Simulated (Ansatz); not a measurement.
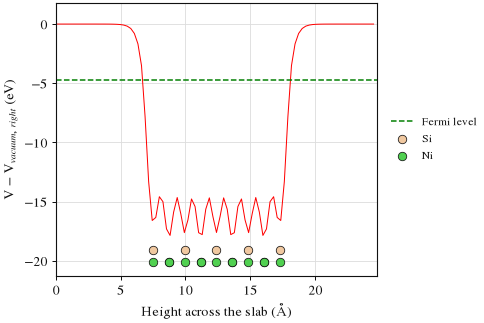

Plane-averaged electrostatic potential energy of an electron across the slab; circles at the bottom mark the heights of the atoms.

Input of the run:

```
crystal:
  lattice:
    - [3.4612457017, 0.0, 0.0]
    - [0.0, 4.894940614, 0.0]
    - [0.0, 0.0, 24.7898812281]
  atoms:
    - { symbol: Si, position: [0.0, 0.5, 0.3025427968] }
    - { symbol: Ni, position: [0.0, 0.0, 0.3025427968] }
    - { symbol: Ni, position: [0.5, 0.75, 0.3519070976] }
    - { symbol: Ni, position: [0.5, 0.25, 0.3519070976] }
    - { symbol: Si, position: [0.0, 0.0, 0.4012713984] }
    - { symbol: Ni, position: [0.0, 0.5, 0.4012713984] }
    - { symbol: Ni, position: [0.5, 0.25, 0.4506356992] }
    - { symbol: Ni, position: [0.5, 0.75, 0.4506356992] }
    - { symbol: Si, position: [0.0, 0.5, 0.5] }
    - { symbol: Ni, position: [0.0, 0.0, 0.5] }
    - { symbol: Ni, position: [0.5, 0.75, 0.5493643008] }
    - { symbol: Ni, position: [0.5, 0.25, 0.5493643008] }
    - { symbol: Si, position: [0.0, 0.0, 0.5987286016] }
    - { symbol: Ni, position: [0.0, 0.5, 0.5987286016] }
    - { symbol: Ni, position: [0.5, 0.25, 0.6480929024] }
    - { symbol: Ni, position: [0.5, 0.75, 0.6480929024] }
    - { symbol: Si, position: [0.0, 0.5, 0.6974572032] }
    - { symbol: Ni, position: [0.0, 0.0, 0.6974572032] }
basis:
  ecutwfc: 420
kpoints:
  mp_grid: { grid: [10, 7, 1] }
hamiltonian:
  xc: pbesol
scf:
  occupations: { method: gaussian, width: 0.1 }
output:
  forces: true
  stress: true
  eigenvalues: true
  write_density: true
  write_potential: true
  elf: true
  volumetric_format: npy
efield:
  axis: 3
  dipole_correction: true
  ramp_width: 0.04
```

Run as:
```bash
ansatz run input.yaml --threads 4 --pin off --max-ram 10240MiB --backend cpu --events-out ev --progress --plain --runs-dir out
```

What is the work function?

The work function is 4.69 eV, the same on both faces. The two vacuum levels agree, so the slab has no net dipole along its normal.

How thick are slab and vacuum?

The outermost atoms are 9.8 Å apart, which leaves 15.0 Å of vacuum in a cell 24.8 Å high.

The run has no spin polarisation, so a magnetic state may lie lower. The atoms aren't at rest in this cell (largest force 1.2 eV/Å), so the relaxed material can differ.
